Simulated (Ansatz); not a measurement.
**Run report: TaN, geometry relaxation (part 2 of 2)**

TaN (P-6m2, 2 atoms in the cell); DFT PBEsol, scalar-relativistic, plane waves, PAW, no spin polarisation (Ansatz 0.2.0); cutoff 420 eV, 18×18×14 k-mesh, Gaussian smearing of 0.1 eV. The structure derives from an entry of the Crystallography Open Database.

Geometry of the input (Å; fractional positions):
```
2.9380  0.0000  0.0000
-1.4690  2.5444  0.0000
0.0000  0.0000  2.8830
Ta 0.3333  0.6667  0.5000
N  0.0000  0.0000  0.0000
```

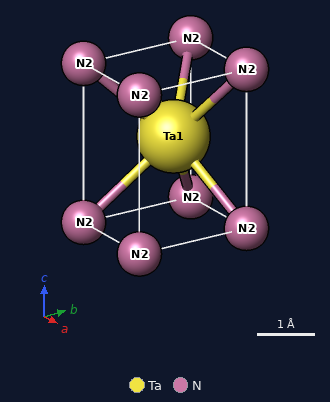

*The geometry at step 3 of the log (ball-and-stick view of the cell of the calculation, seen slightly off an axis; atoms are numbered from 1 in the order of the input).*

What the program printed, continued
```
Crystal: 2 atoms, lattice volume = 21.256 Å³
iter 1 solved again at ethr=6.29e-10 eV; its pass at ethr=3.10e-3 eV (dr2=1.13e-7 eV) is discarded
SCF iter   1: F=—  HF=-10187.644122 eV  |F-HF|=—  |Δ(HF+E_count)|=         —  Δρ=2.36e-5  dr2=9.93e-8  ethr=6.29e-10  ⟨swp⟩=2.0  Hψ=23527  notcnv=0
preconditioner: auto → none  [metal: Δε(μ)=0.072 eV  Ē_g=11.183 eV  σ=0.100 eV  W_gap=0.39  n_scr=8 (ndim 8)  ℏωp=25.5 eV  f_vac=0.000  D(μ)=0.05/eV (n_scr^D=0)]
iter 2 did not close the SCF: its close was put off for the readings that it lacked (scf_convergence_deferred on its scf_iter line)
SCF iter   2: F=-10187.644138 eV  HF=-10187.644138 eV  |F-HF|=3.64e-9  |Δ(HF+E_count)|=   1.57e-5  Δρ=6.79e-6  dr2=8.22e-9  ethr=5.52e-10  ⟨swp⟩=2.0  Hψ=5088  notcnv=0
iter 3 did not close the SCF: its close was put off for the readings that it lacked (scf_convergence_deferred on its scf_iter line)
SCF iter   3: F=-10187.644138 eV  HF=-10187.644138 eV  |F-HF|=1.07e-10  |Δ(HF+E_count)|=  5.26e-10  Δρ=1.32e-6  dr2=1.67e-10  ethr=4.57e-11  ⟨swp⟩=2.0  Hψ=5078  notcnv=0
iter 4 did not close the SCF: its close was put off for the readings that it lacked (scf_convergence_deferred on its scf_iter line)
SCF iter   4: F=-10187.644138 eV  HF=-10187.644138 eV  |F-HF|=9.09e-12  |Δ(HF+E_count)|=  1.27e-10  Δρ=2.26e-7  dr2=9.70e-12  ethr=1.00e-12  ⟨swp⟩=2.7  Hψ=6133  notcnv=0
iter 5 did not close the SCF: its close was put off for the readings that it lacked (scf_convergence_deferred on its scf_iter line)
SCF iter   5: F=-10187.644138 eV  HF=-10187.644138 eV  |F-HF|=1.82e-12  |Δ(HF+E_count)|=  7.28e-12  Δρ=3.95e-8  dr2=3.89e-13  ethr=1.00e-12  ⟨swp⟩=1.0  Hψ=3848  notcnv=0
SCF iter   6: F=-10187.644138 eV  HF=-10187.644138 eV  |F-HF|=1.82e-12  |Δ(HF+E_count)|=    0.00e0  Δρ=7.35e-9  dr2=1.01e-14  ethr=1.00e-12  ⟨swp⟩=1.0  Hψ=8880  notcnv=0
SCF 6 converged in 6 iterations: F = -10187.644138 eV  dr2 = 1.01e-14
relax step   6: F+E_penalty+E_count = -10187.64413815 eV  Δ(F+E_penalty+E_count) = -1.213e-5 eV  max|allowed force component| = 1.850e-17 eV/Å  Δτ_max = 0.0000 Å  P = -0.000 GPa  Ω = 21.256 Å³  energy of the carried Pulay correction = +1.135e-5 eV  (6 SCF iters, dr2 threshold 1.11e-8 eV, accepted)
iter 1 solved again at ethr=1.06e-7 eV; its pass at ethr=3.10e-3 eV (dr2=1.91e-5 eV) is discarded
SCF iter   1: F=—  HF=-10187.644105 eV  |F-HF|=—  |Δ(HF+E_count)|=         —  Δρ=1.99e-6  dr2=4.88e-10  ethr=1.06e-7  ⟨swp⟩=3.1  Hψ=30365  notcnv=0
eigensolver tolerance schedule: the retry pair's looser diagonalisation over-reported the residual by 39204.86 of it (diagonalisation noise at an unbounded share of the residual, at the tolerance the schedule requests for it); recorded, not acted on — ethr = c·dr2/N_el stays at c = 1.0e-1
SCF iter   2: F=—  HF=-10187.644121 eV  |F-HF|=—  |Δ(HF+E_count)|=   1.60e-5  Δρ=1.06e-6  dr2=1.32e-10  ethr=2.71e-12  ⟨swp⟩=3.5  Hψ=9053  notcnv=0
SCF iter   3: F=—  HF=-10187.644121 eV  |F-HF|=—  |Δ(HF+E_count)|=  1.82e-12  Δρ=6.70e-7  dr2=4.00e-11  ethr=1.00e-12  ⟨swp⟩=1.0  Hψ=3848  notcnv=0
iter 4 did not close the SCF: its close was put off for the readings that it lacked (scf_convergence_deferred on its scf_iter line)
SCF iter   4: F=-10187.644121 eV  HF=-10187.644121 eV  |F-HF|=0.00e0  |Δ(HF+E_count)|=    0.00e0  Δρ=9.81e-8  dr2=2.10e-12  ethr=1.00e-12  ⟨swp⟩=1.1  Hψ=3863  notcnv=0
iter 5 did not close the SCF: its close was put off for the readings that it lacked (scf_convergence_deferred on its scf_iter line)
SCF iter   5: F=-10187.644121 eV  HF=-10187.644121 eV  |F-HF|=7.28e-12  |Δ(HF+E_count)|=  9.09e-12  Δρ=4.18e-8  dr2=3.07e-13  ethr=1.00e-12  ⟨swp⟩=1.0  Hψ=3848  notcnv=0
iter 6 did not close the SCF: its close was put off for the readings that it lacked (scf_convergence_deferred on its scf_iter line)
SCF iter   6: F=-10187.644121 eV  HF=-10187.644121 eV  |F-HF|=0.00e0  |Δ(HF+E_count)|=  9.09e-12  Δρ=2.81e-8  dr2=1.66e-13  ethr=1.00e-12  ⟨swp⟩=1.0  Hψ=3848  notcnv=0
iter 7 did not close the SCF: its close was put off for the readings that it lacked (scf_convergence_deferred on its scf_iter line)
SCF iter   7: F=-10187.644121 eV  HF=-10187.644121 eV  |F-HF|=3.64e-12  |Δ(HF+E_count)|=  1.82e-12  Δρ=4.59e-9  dr2=5.48e-15  ethr=1.00e-12  ⟨swp⟩=1.0  Hψ=3848  notcnv=0
SCF iter   8: F=-10187.644121 eV  HF=-10187.644121 eV  |F-HF|=3.64e-12  |Δ(HF+E_count)|=  5.46e-12  Δρ=7.53e-10  dr2=1.05e-16  ethr=1.00e-12  ⟨swp⟩=2.5  Hψ=11355  notcnv=0
SCF 7 converged in 8 iterations: F = -10187.644121 eV  dr2 = 1.05e-16
relax step   7: F+E_penalty+E_count = -10187.64412149 eV  Δ(F+E_penalty+E_count) = +1.666e-5 eV  max|allowed force component| = 1.850e-17 eV/Å  Δτ_max = 0.0000 Å  P = -0.001 GPa  Ω = 21.256 Å³  stress off target by 9.36e-4 GPa  SCF on the basis re-selected at this cell (its energy is not comparable with the rows above)  (8 SCF iters)
```

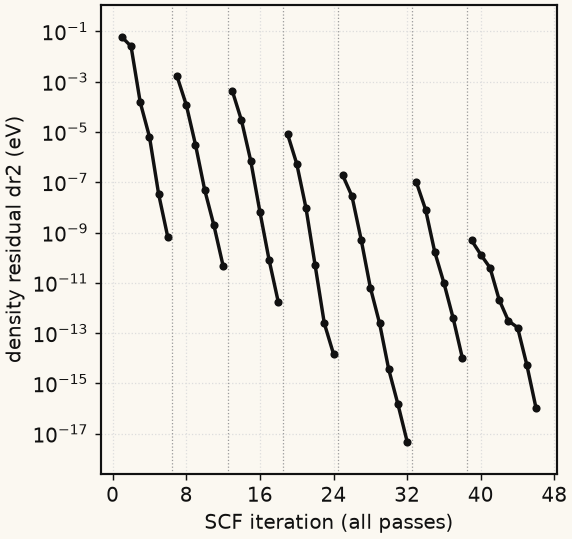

*Convergence of the self-consistent field: density residual dr2 against the SCF iteration. The dotted lines part the SCF passes of the relaxation: geometry steps, rejected trials and re-solves on a re-selected basis.*

The 7 passes take 6 to 8 iterations each, 46 in all.

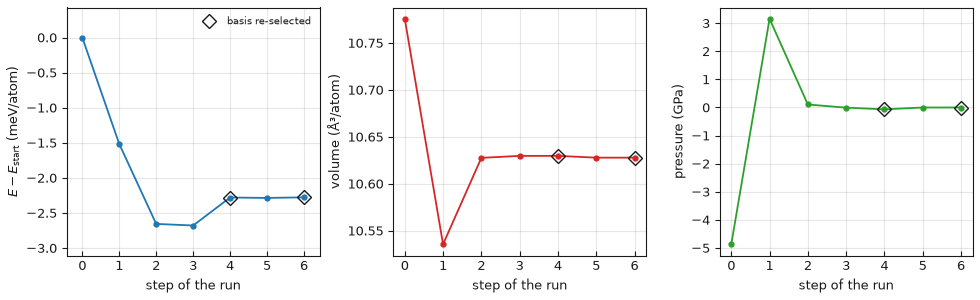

*Progress of the relaxation, step by step (the first geometry is step 0 here and step 1 in the log).*

Over 4 geometry steps the energy falls by 2.3 meV per atom. All forces vanish by symmetry, so only the cell relaxes. The pressure goes from −4.87 to 0.00 GPa. The basis was re-selected once at an unchanged geometry, which shifts the energy a little without any move. The atoms keep their places relative to the cell (all moves are under 0.005 Å). Cell: a = b 2.938 → 2.924 Å (−0.5 %), c 2.883 → 2.871 Å (−0.4 %). Volume −1.4 %. Among the contacts that change: Ta1–Ta1 2.938 → 2.924 Å, Ta1–N2 2.226 → 2.216 Å. The space group stays P-6m2 (No. 187). The energy change given includes the shifts at the re-selections in mid-walk, which come without any move. A last SCF at the same geometry on a re-selected plane-wave basis shifts the energy by +0.0 meV per atom. (Atoms are counted from 1 in the order of the input.)

```
basis re-selected at this cell: Δ(F+E_penalty+E_count) = +1.666e-5 eV, ΔP = -0.000 GPa vs the last step (what re-selecting the basis moved, of the pressure what is left beyond the Pulay correction that the steps carried, after the strain that the cell walked since its last selection, with what the two solves' SCF thresholds leave and, on support functions, any second-order correction that the steps lacked; it is no measure of the basis error at this ecutwfc). This SCF's stress stands 9.36e-4 GPa from its target on what of the cell is left free (relax.cell.stress_tol is 5.00e-2 GPa) and its largest allowed force component is 1.85e-17 eV/Å (relax.f_tol is 5.00e-3 eV/Å): within both
SCF converged after 8 iterations
Free energy (F): -10187.644121 eV
Harris-Foulkes:  -10187.644121 eV  (|F-HF|=3.64e-12)
Internal energy: -10187.643871 eV  (E = F + TS)
E sigma→0 (E₀):  -10187.643996 eV
Entropy (-TS):   -0.000251 eV (-0.125 meV/atom)
Fermi energy:    20.362679 eV
--- Per-component energies (eV) ---
  E_band       = -49.165029
  E_kinetic    = 499.967264
  E_local      = -595.477637  (includes V_loc(G=0)·N_el)
  E_nonlocal   = 62.701303
  E_hartree    = 200.442287
  E_xc         = -278.241913
  E_vxc        = -282.106799  (∫ρ·V_xc dr)
  E_paw        = -8395.498051  (= ΣΔE_a)
  E_vpaw       = -135.133912  (= ΣTr[D̂ρ^β])
  E_aug_tail   = 0.000177  (compensation charges beyond the density's cutoff)
  E_ewald      = -1681.779046
  E_core_change = 0.241745  (= ΣΔE_core)
  E_smearing   = -0.000251  (= −TS)
  E_closure    = 0.000000  (closes the sum)
  Σ components = -10187.644121   (vs F -10187.644121, Δ=0.00e0)
--- Forces (eV/Å), atoms counted from 1 ---
  atom   1  Ta     0.00000000     0.00000000     0.00000000
  atom   2  N      0.00000000     0.00000000     0.00000000
  max |Σ_I F_I| component: 2.59e-16 eV/Å
--- Stress (GPa, compression-positive) ---
       -0.000936       0.000000       0.000000
        0.000000      -0.000936       0.000000
        0.000000       0.000000      -0.000808
  P = ⅓ Tr σ = -0.0009 GPa (-0.009 kbar)
--- Band table (eV; the first three rows and the last of 296) ---
  k-point 0: bands = ["-47.9592", "-14.3085", "-14.0377", "-14.0377", "2.5683", "15.7603", "15.7603", "16.1020", "17.4471", "22.6934", "24.0347", "24.0347", "24.4538"]
  k-point 1: bands = ["-47.9566", "-14.3611", "-14.0335", "-14.0335", "2.6781", "15.7022", "15.8035", "15.8035", "17.7805", "22.8803", "23.2915", "23.2915", "25.0054"]
  k-point 2: bands = ["-47.9490", "-14.5057", "-14.0217", "-14.0217", "2.9923", "14.8569", "15.9257", "15.9257", "18.5056", "22.3584", "22.3584", "23.3737", "25.3583"]
  k-point 295: bands = ["-47.8152", "-14.9687", "-14.6907", "-14.6144", "4.6467", "12.0140", "13.7644", "16.4817", "20.0355", "24.9678", "25.5417", "27.2435", "28.0845"]
--- Relaxed structure (5 steps of the walk, 5 accepted, 2 SCFs on fresh bases) ---
  F+E_penalty+E_count = -10187.64412149 eV   max|allowed force component| = 1.850e-17 eV/Å   (the final SCF, on the basis selected at the relaxed cell)
  cell:  # Å, volume = 21.2556 Å³
    - [2.9239890447465187, 0.0, 0.0]
    - [-1.4619945223732593, 2.5322487931378785, 0.0]
    - [0.0, 0.0, 2.870727642651169]
  atoms:
    - { symbol: Ta, position: [0.3333333333333333, 0.6666666666666666, 0.5] }
    - { symbol: N, position: [0.0, -2.7755575615628914e-17, 0.0] }
```

Trajectory as extended XYZ (Å, eV, eV/Å), 7 frames, from step=1 to step=7
```
2
Lattice="2.9380 0.0000 0.0000 -1.4690 2.5444 0.0000 0.0000 0.0000 2.8830" Properties=species:S:1:pos:R:3:forces:R:3 step=1 energy=-10187.63957 pressure_GPa=-4.87
Ta    0.0000    1.6963    1.4415    0.0000   0.0000   0.0000
N     0.0000    0.0000    0.0000    0.0000   0.0000   0.0000
2
Lattice="2.9094 0.0000 0.0000 -1.4547 2.5196 0.0000 0.0000 0.0000 2.8744" Properties=species:S:1:pos:R:3:forces:R:3 step=2 energy=-10187.64260 pressure_GPa=3.16
Ta    0.0000    1.6798    1.4372    0.0000   0.0000   0.0000
N     0.0000    0.0000    0.0000    0.0000   0.0000   0.0000
2
Lattice="2.9253 0.0000 0.0000 -1.4627 2.5334 0.0000 0.0000 0.0000 2.8680" Properties=species:S:1:pos:R:3:forces:R:3 step=3 energy=-10187.64488 pressure_GPa=0.11
Ta    0.0000    1.6889    1.4340    0.0000   0.0000   0.0000
N     0.0000    0.0000    0.0000    0.0000   0.0000   0.0000
2
Lattice="2.9242 0.0000 0.0000 -1.4621 2.5324 0.0000 0.0000 0.0000 2.8709" Properties=species:S:1:pos:R:3:forces:R:3 step=4 energy=-10187.64492 pressure_GPa=-0.01
Ta    0.0000    1.6883    1.4354    0.0000   0.0000   0.0000
N     0.0000    0.0000    0.0000    0.0000   0.0000   0.0000
2
Lattice="2.9242 0.0000 0.0000 -1.4621 2.5324 0.0000 0.0000 0.0000 2.8709" Properties=species:S:1:pos:R:3:forces:R:3 step=5 energy=-10187.64413 pressure_GPa=-0.07
Ta    0.0000    1.6883    1.4354    0.0000   0.0000   0.0000
N     0.0000    0.0000    0.0000    0.0000   0.0000   0.0000
2
Lattice="2.9240 0.0000 0.0000 -1.4620 2.5322 0.0000 0.0000 0.0000 2.8707" Properties=species:S:1:pos:R:3:forces:R:3 step=6 energy=-10187.64414 pressure_GPa=-0.00
Ta    0.0000    1.6882    1.4354    0.0000   0.0000   0.0000
N     0.0000    0.0000    0.0000    0.0000   0.0000   0.0000
2
Lattice="2.9240 0.0000 0.0000 -1.4620 2.5322 0.0000 0.0000 0.0000 2.8707" Properties=species:S:1:pos:R:3:forces:R:3 step=7 energy=-10187.64412 pressure_GPa=-0.00
Ta    0.0000    1.6882    1.4354    0.0000   0.0000   0.0000
N     0.0000    0.0000    0.0000    0.0000   0.0000   0.0000
```

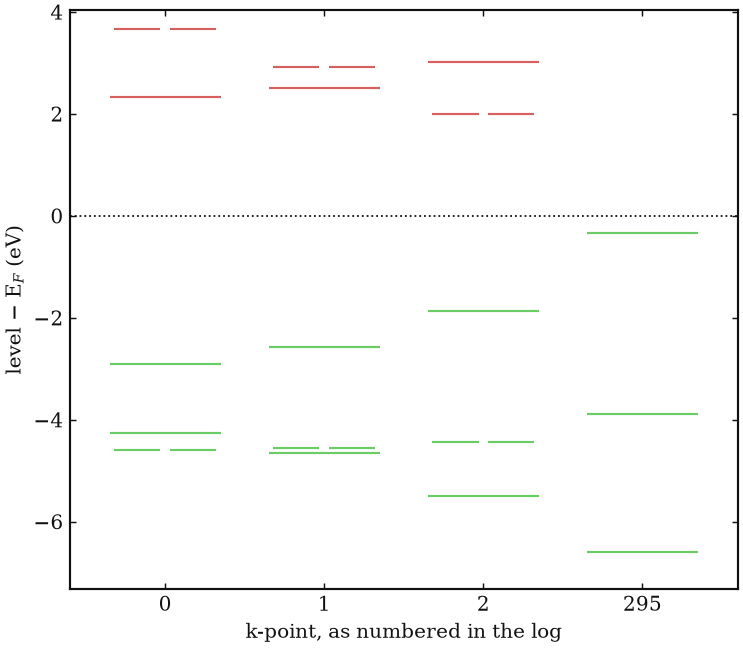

*Kohn–Sham levels near the Fermi level (dotted) at the few k-points that the log prints; levels within 0.02 eV of each other stand side by side.*

The system is metallic on the full mesh.
